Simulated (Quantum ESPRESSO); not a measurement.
Two runs for the F K edge of atom 1 in LiF (Griceite, Fm-3m). Run A: Quantum ESPRESSO XSpectra, PBE, full core hole (charged cell), 16-atom cell with 5.7 Å between holes, 5×5×5 k points, dipole transitions, Lorentzian half width 0.4 eV. Run B differs in one choice.

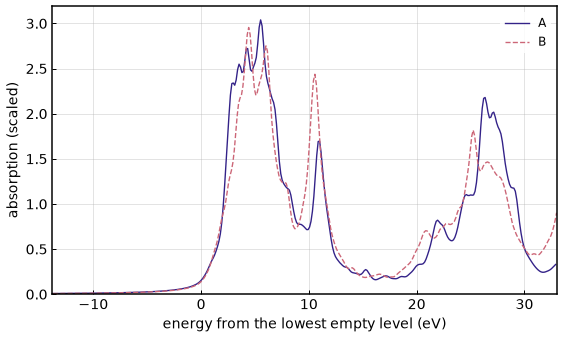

Energy from the lowest empty level; intensity scaled to a mean of 1 over the first 20 eV.

What was changed?
a) the plane-wave cutoff
b) the broadening
c) the size of the supercell
d) the radius of the reconstruction

(c): run B changes the supercell atoms from 16 to 4, and the k mesh follows the cell. The scaled spectrum changes by 25 % r.m.s. Another feature, at 4.4 eV (2.96), becomes the highest below 16 eV; the one at 5.5 eV (3.04) is now at 6.0 eV (2.75). Other settings could leave a like mark; this is the one that was changed.

[Hosts, paths, dates, database ids (printed as entryN), source tags and the programs' standing remarks are cut or masked in the printed files.]

[Lists of maxima count a maximum above −3 eV only where it reaches 4 % of the highest in the window and stands out from its surroundings by 2 % of it (1.5 % where it reaches 55 %); shoulders and weaker maxima are passed over, and of the rest the first, up to two pre-edge ones and the few strongest are named.]
